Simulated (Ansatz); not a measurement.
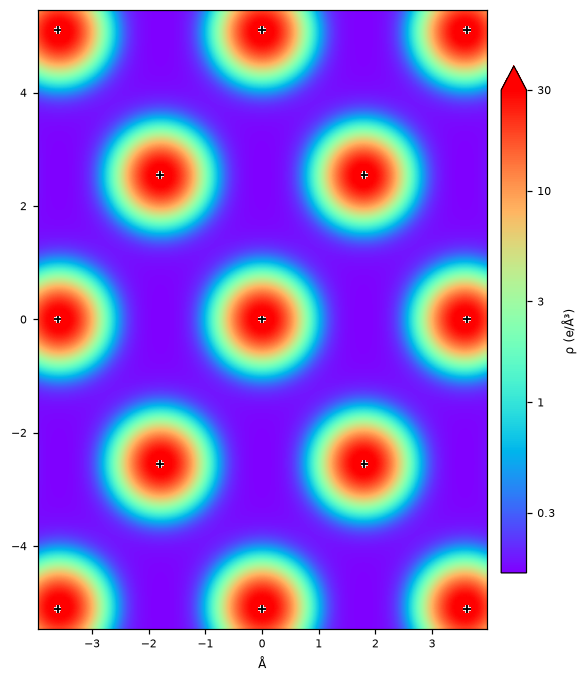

The valence charge density (pseudo) on a plane through atoms (crosses mark nuclei in the plane).

The calculation used Ansatz 0.2.0, Kohn-Sham DFT of a periodic cell, PBE, Ansatz PAW.

Candidates:
A. BN, a = 3.62 Å, b = 3.62 Å, c = 3.62 Å, α = 90.00°, β = 90.00°, γ = 90.00°. Space group F-43m; a structure from a database of computed crystals, not necessarily the ambient phase.
B. Ge, a = 2.79 Å, b = 5.20 Å, c = 2.70 Å, α = 90.00°, β = 90.00°, γ = 90.00°. Space group Cmmm; a structure from a database of computed crystals, not necessarily the ambient phase.
C. Hf, a = 3.61 Å, b = 3.61 Å, c = 3.61 Å, α = 90.00°, β = 90.00°, γ = 90.00°. Space group Im-3m; computed pressure about −5 GPa in this cell.

Which candidate gave the map?

Candidate C: Hf on the (110) plane of the conventional cell, which holds Hf. Hf–Hf (3.13 Å): ρ at the midpoint is about 0.18 e/Å³.
